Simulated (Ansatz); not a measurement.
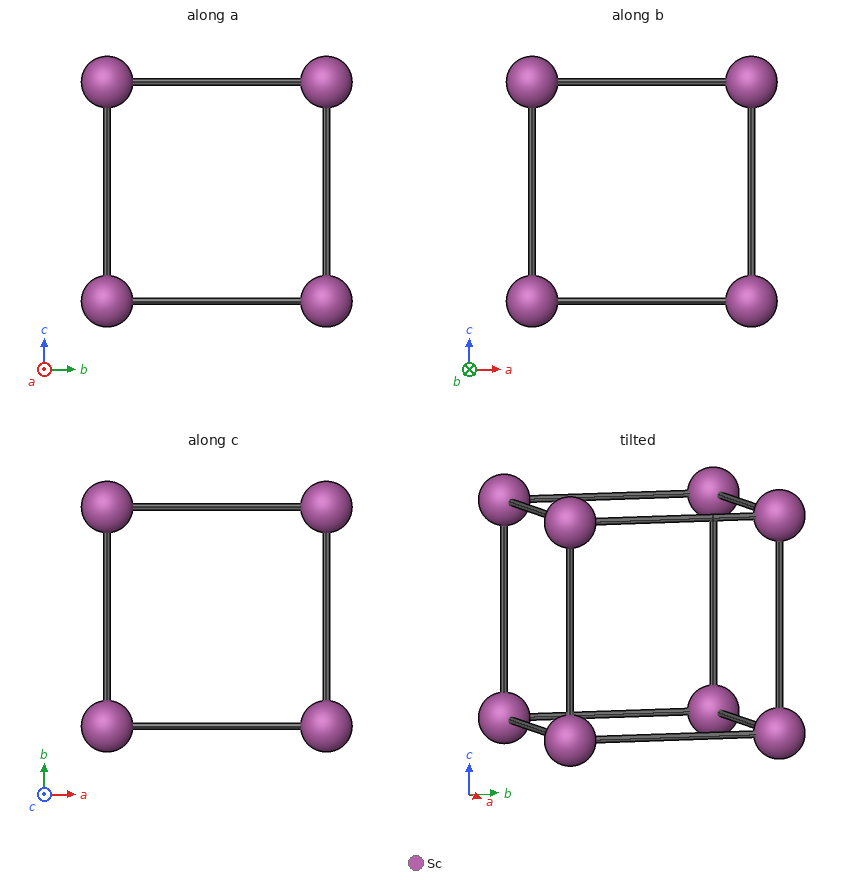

We look at a ball-and-stick model of the crystal along the a axis, along the b axis, along the c axis and slightly off an axis. The parallelepiped is the conventional unit cell.

Lattice parameters: a = 3.0508 Å, b = 3.0508 Å, c = 3.0508 Å, α = 90.000°, β = 90.000°, γ = 90.000°.

Q: Give the atomic positions as a CIF with its space group and independent sites.

A:
```cif
data_structure
_symmetry_space_group_name_H-M 'P m -3 m'
_symmetry_Int_Tables_number 221
_cell_length_a 3.0508
_cell_length_b 3.0508
_cell_length_c 3.0508
_cell_angle_alpha 90.000
_cell_angle_beta 90.000
_cell_angle_gamma 90.000
_cell_volume 28.39
loop_
_atom_site_label
_atom_site_type_symbol
_atom_site_symmetry_multiplicity
_atom_site_Wyckoff_symbol
_atom_site_fract_x
_atom_site_fract_y
_atom_site_fract_z
_atom_site_occupancy
Sc1 Sc 1 a 0.0000 0.0000 0.0000 1
```

The model was built from a structure type filled with this element by a generator (whether the element takes this form wasn't checked). Earlier steps of the study may have refined or changed the cell and positions. A calculation with Ansatz used it as input.
